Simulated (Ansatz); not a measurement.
# Pt$_{9}$Se$_{17}$ (cell charge +1, with a compensating background) (cell with a defect): what the fields show

Input file:

```
crystal:
  lattice:
    - [-5.6273392466, 3.2489458289, 6.501332904]
    - [0.0, -6.4978916577, 6.501332904]
    - [5.6273392466, 3.2489458289, 6.501332904]
  atoms:
    - { symbol: Pt, position: [0.6648198605, 0.6727954737, 0.669269803], spin: 0.333 }
    - { symbol: Pt, position: [-0.0017489096, 0.3321839869, 0.6663418145] }
    - { symbol: Pt, position: [0.3334705178, 0.6674342328, -0.0006845867] }
    - { symbol: Pt, position: [0.335492591, 0.000500725, 0.6672363511], spin: 0.333 }
    - { symbol: Pt, position: [0.6657156521, 0.3321790701, -0.0011660918] }
    - { symbol: Pt, position: [-0.0012927433, 0.6674292785, 0.334089973] }
    - { symbol: Pt, position: [-0.0017735704, -0.0003339893, -0.0011539705] }
    - { symbol: Pt, position: [0.3334988046, 0.3326652389, 0.3340945505] }
    - { symbol: Pt, position: [0.6662666728, -0.0002890974, 0.3364937216], spin: 0.333 }
    - { symbol: Se, position: [0.8183187083, 0.4924625644, 0.4889634141] }
    - { symbol: Se, position: [0.1585459694, 0.8223468659, 0.8188685386] }
    - { symbol: Se, position: [0.1585699426, 0.1522392891, 0.4889818997] }
    - { symbol: Se, position: [0.4883479773, 0.4924905337, 0.8188813617] }
    - { symbol: Se, position: [0.8182819134, 0.8222958967, 0.1591492828] }
    - { symbol: Se, position: [0.8192808316, 0.1531904945, 0.8198494125] }
    - { symbol: Se, position: [0.1549601636, 0.4888774725, 0.1555786215] }
    - { symbol: Se, position: [0.4883505322, 0.1522044613, 0.1591623379] }
    - { symbol: Se, position: [0.5109606182, 0.5109724621, 0.1776253392] }
    - { symbol: Se, position: [0.8447182256, 0.1787014518, 0.173698801] }
    - { symbol: Se, position: [0.1770267239, 0.510984189, 0.5115968356] }
    - { symbol: Se, position: [0.177020762, 0.8448967369, 0.1776210092] }
    - { symbol: Se, position: [0.5121658908, 0.1751909983, 0.5127432085] }
    - { symbol: Se, position: [0.8447229264, 0.5070602656, 0.8453551637] }
    - { symbol: Se, position: [0.8412341765, 0.8460735607, 0.5127486298] }
    - { symbol: Se, position: [0.1731750441, 0.1786859079, 0.8453299747] }
    - { symbol: Se, position: [0.5121473861, 0.8460559156, 0.8418536906] }
  host:
    lattice:
      - [3.7515594977, 0.0, 0.0]
      - [-1.8757797489, 3.2489458289, 0.0]
      - [0.0, 0.0, 6.501332904]
    atoms:
      - { symbol: Pt, position: [0.0, 0.0, 0.0] }
      - { symbol: Se, position: [0.6666666667, 0.3333333333, 0.7990307511] }
      - { symbol: Se, position: [0.3333333333, 0.6666666667, 0.2009692489] }
total_charge: 1
basis:
  ecutwfc: 420
  xc_grid: 2
kpoints:
  mp_grid: { grid: [2, 2, 2], shift: [0.5, 0.5, 0.5] }
hamiltonian:
  xc: pbe
scf:
  occupations: { method: gaussian, width: 0.01 }
output:
  forces: true
  stress: false
  eigenvalues: true
  populations: true
  charged_corrections:
    defect_position: [0.48856581, 0.82189914, 0.48856581]
    epsilon: [[17.6831, 0.0, 0.0], [0.0, 17.6831, 0.0], [0.0, 0.0, 5.2381]]
  write_density: true
  write_potential: true
  elf: true
  volumetric_format: npy
magnetization:
  spin_polarized: true
relax:
  adjacent_minimum: "off"
  f_tol: 0.025
  max_steps: 45
```

Command:

```sh
ansatz run input.yaml --threads 4 --pin off --max-ram 10240MiB --backend cpu --events-out ev --progress --plain --runs-dir out
```

The fields are those of the run's last geometry, not of the input's.

Spin-polarised.

Level of theory: DFT PBE, scalar-relativistic, plane waves, PAW (Ansatz 0.2.0).

Core electrons are frozen (PAW), and the valence fields are smoothed inside the atomic spheres.

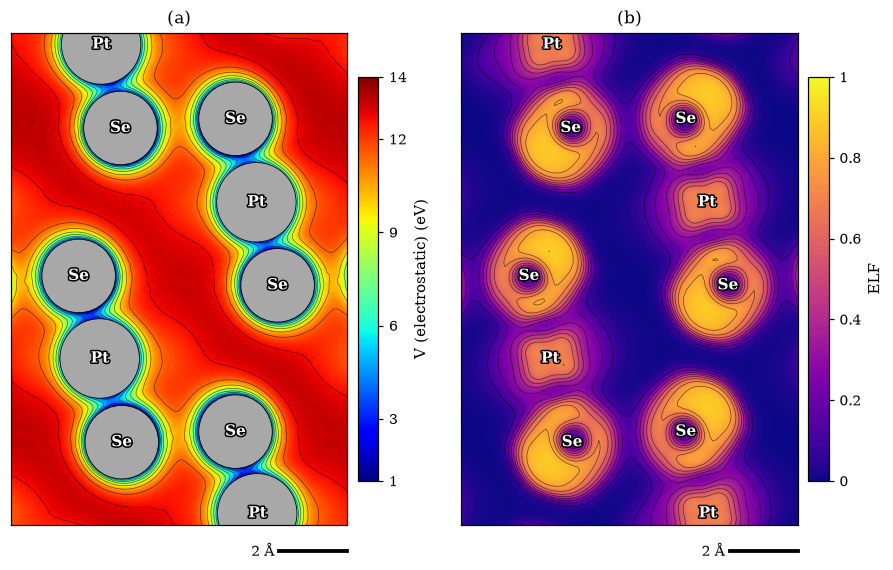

Figure 1. (a) electrostatic potential energy of an electron; (b) ELF on the (11̄0) plane of the calculation cell. Grey discs cover the atomic cores in the potential map.

Q: Interpret the plot.

A: Atoms in the plane: Pt and Se.
Pt–Se (2.49 Å): the ELF is about 0.50 at the midpoint.
Pt–Se (2.52 Å): the ELF is about 0.50 at the midpoint.
The features right at Pt lie inside the PAW spheres, where the map follows smoothed inner orbitals and isn't to be read closely.
Outside the cores the potential energy rises away from the atoms and is highest about 2.7 Å from the nearest atoms; its zero is arbitrary.

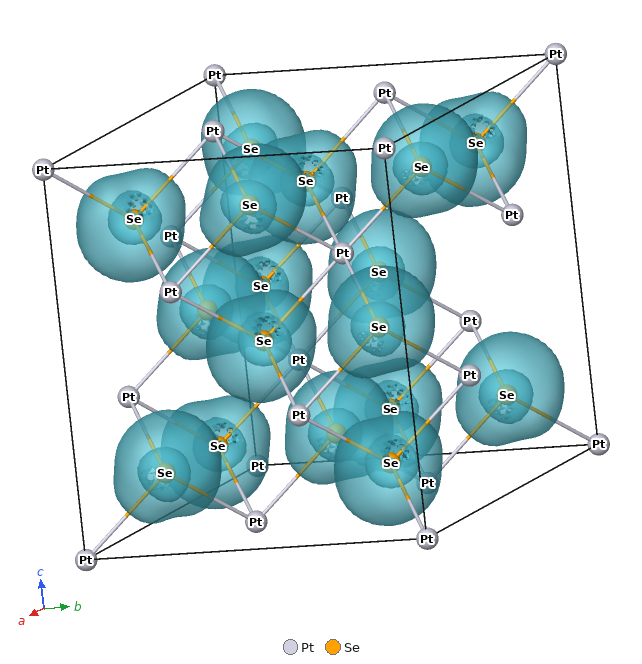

Figure 2. Isosurface of the ELF at 0.65 (cyan), seen slightly off an axis. Only the valence region is drawn (cores and ρ < 0.01 e/Å³ removed). Sticks mark near contacts.

Q: Identify the bonds, lone pairs and shells in this picture.

A: At this value the surface marks out 17 regions wrapped around Se (the valence shell of each), counted in one cell of 26 atoms. Any copies at cell faces, edges or corners count once. Along the contacts the grid gives the following. Pt–Se (2.48 Å): the ELF is about 0.50 at the midpoint. Pt–Se (2.53 Å): the ELF is about 0.50 at the midpoint.

Q: Does the calculation make it a metal, or give it a gap?

A: It is metallic or semimetallic at this level of theory: no gap opens.
